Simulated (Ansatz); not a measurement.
## A series of single points on Mo

System: Mo (Fddd, 2 atoms in the cell).
Method: DFT, revPBE, plane waves (420 eV) with PAW, scalar-relativistic, no spin polarisation (Ansatz 0.2.0).

The 6 runs differ only in the geometry, by an even scaling of the cell at fixed fractional positions.

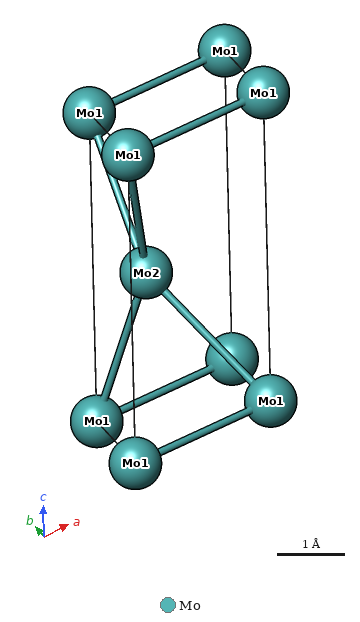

Figure 1. The structure of run 4 (ball-and-stick view of the reduced cell, seen slightly off an axis; atoms are numbered from 1 in the order of the input).

### Input of run 4
```yaml
crystal:
  lattice:
    - [-1.9247522523, 1.924599421, 1.3311215115]
    - [1.924599421, -1.9247522523, 1.3311215115]
    - [3.1690439935, 3.1690439935, -1.3314014224]
  atoms:
    - { symbol: Mo, position: [0.9999595626, 4.04374e-05, 0.0] }
    - { symbol: Mo, position: [0.7500404374, 0.2499595626, 0.5] }
hamiltonian:
  xc: revpbe
  pseudopotentials:
    kind: paw
    azcp:
      Mo: "pseudopotentials/Mo.paw.azcp"
basis:
  ecutwfc: 420
  fft_grid_basis: typed
kpoints:
  mp_grid: { grid: [15, 15, 8], shift: [0, 0, 0] }
magnetization:
  spin_polarized: false
scf:
  occupations: { method: fermi_dirac, width: 0.1 }
  lower_state_search: "off"
output:
  stress: true
```

Run 5 differs from it as follows:
```diff
-    - [-1.9247522523, 1.924599421, 1.3311215115]
-    - [1.924599421, -1.9247522523, 1.3311215115]
-    - [3.1690439935, 3.1690439935, -1.3314014224]
+    - [-1.9500808445, 1.949926002, 1.348638277]
+    - [1.949926002, -1.9500808445, 1.348638277]
+    - [3.2107467231, 3.2107467231, -1.3489218713]
```

### Results, with one run withheld

```csv
run,volume per atom (Å³),"free energy per atom, from the lowest run given (meV)",pressure (GPa)
1,14.289,213.18,39.14
2,14.939,87.71,23.30
3,15.588,20.25,10.42
4,16.238,0.00,−0.07
5,16.887,?,?
6,17.537,67.42,−15.49
```

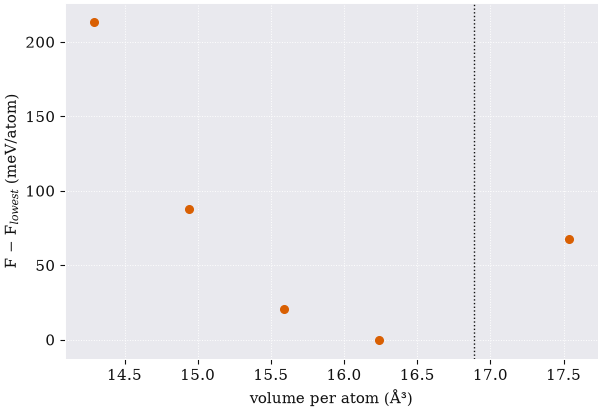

Figure 2. Free energy per atom of the runs given; the dotted line marks run 5.

What should run 5 give?

A cubic polynomial in V^(−2/3) (the Birch–Murnaghan form), fitted to the 5 runs given, misses them by at most 0.05 meV per atom. With x = V^(−2/3) − 0.15981 Å⁻², it reads F = 16.313 + 8512.3 x + 1.1098e+06 x² + 3.4564e+05 x³ (meV per atom). At run 5 it gives 18.02 meV per atom, and the run itself gives 18.13. The slope of the fit gives a pressure −dF/dV of −8.57 GPa there, and the run prints −8.58 GPa. The fit has its minimum at 16.235 Å³ per atom, where V d²F/dV² gives 236 GPa. Cell shape and fractional positions are held, so this is the stiffness under even scaling; the relaxed bulk modulus wasn't computed.

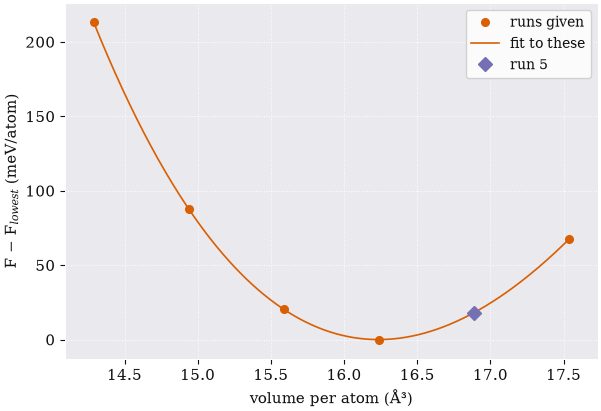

Figure 3. The fit and the withheld run.

### Output, shortened to warnings, some set-up lines, iterations and results (run 5)
```
Basis set: ecut = 420 eV, 651 PW (Γ)
Symmetry: 4 space group operations
k-points: 488 of 1800
Initial density: superposition of atomic densities (neutral atoms: chi_scale 0, normalization atom), corrected by the library's trained network
[...]
SCF iter   1: F=—  HF=-9921.550197 eV  |F-HF|=—  |Δ(HF+E_count)|=         —  Δρ=4.57e-3  dr2=2.43e-3  ethr=1.77e-3  ⟨swp⟩=5.1  Hψ=39185  notcnv=0
SCF iter   2: F=—  HF=-9921.550398 eV  |F-HF|=—  |Δ(HF+E_count)|=   2.01e-4  Δρ=2.61e-3  dr2=8.07e-4  ethr=8.67e-6  ⟨swp⟩=1.6  Hψ=14770  notcnv=0
SCF iter   3: F=—  HF=-9921.550515 eV  |F-HF|=—  |Δ(HF+E_count)|=   1.16e-4  Δρ=2.77e-4  dr2=1.91e-5  ethr=2.88e-6  ⟨swp⟩=2.6  Hψ=12216  notcnv=0
SCF iter   4: F=—  HF=-9921.550509 eV  |F-HF|=—  |Δ(HF+E_count)|=   5.09e-6  Δρ=6.80e-5  dr2=1.14e-6  ethr=6.83e-8  ⟨swp⟩=2.0  Hψ=15565  notcnv=0
SCF iter   5: F=-9921.550509 eV  HF=-9921.550509 eV  |F-HF|=4.04e-8  |Δ(HF+E_count)|=   4.74e-8  Δρ=2.03e-5  dr2=9.85e-8  ethr=4.07e-9  ⟨swp⟩=2.1  Hψ=11758  notcnv=0
SCF iter   6: F=-9921.550509 eV  HF=-9921.550509 eV  |F-HF|=1.88e-9  |Δ(HF+E_count)|=   4.08e-9  Δρ=3.52e-6  dr2=3.09e-9  ethr=3.52e-10  ⟨swp⟩=2.0  Hψ=33460  notcnv=0
SCF 1 converged in 6 iterations: F = -9921.550509 eV  dr2 = 3.09e-9
SCF converged after 6 iterations
Free energy (F): -9921.550509 eV
Harris-Foulkes:  -9921.550509 eV  (|F-HF|=1.88e-9)
Internal energy: -9921.499297 eV  (E = F + TS)
E sigma→0 (E₀):  -9921.524903 eV
Entropy (-TS):   -0.051213 eV (-25.606 meV/atom)
Fermi energy:    19.137774 eV
--- Per-component energies (eV) ---
  E_band       = -156.335496
  E_kinetic    = 877.505424
  E_local      = -1694.162638  (includes V_loc(G=0)·N_el)
  E_nonlocal   = 284.234262
  E_hartree    = 559.064864
  E_xc         = -365.551354
  E_vxc        = -455.646445  (∫ρ·V_xc dr)
  E_paw        = -6411.933958  (= ΣΔE_a)
  E_vpaw       = -286.393394  (= ΣTr[D̂ρ^β])
  E_aug_tail   = 0.000090  (compensation charges beyond the density's cutoff)
  E_ewald      = -3170.524811
  E_core_change = -0.131176  (= ΣΔE_core)
  E_smearing   = -0.051213  (= −TS)
  E_closure    = 0.000000  (closes the sum)
  Σ components = -9921.550509   (vs F -9921.550509, Δ=0.00e0)
--- Stress (GPa, compression-positive) ---
       -8.566434      -0.351908      -0.009921
       -0.351908      -8.566434      -0.009921
       -0.009921      -0.009921      -8.620637
  P = ⅓ Tr σ = -8.5845 GPa (-85.845 kbar)
```
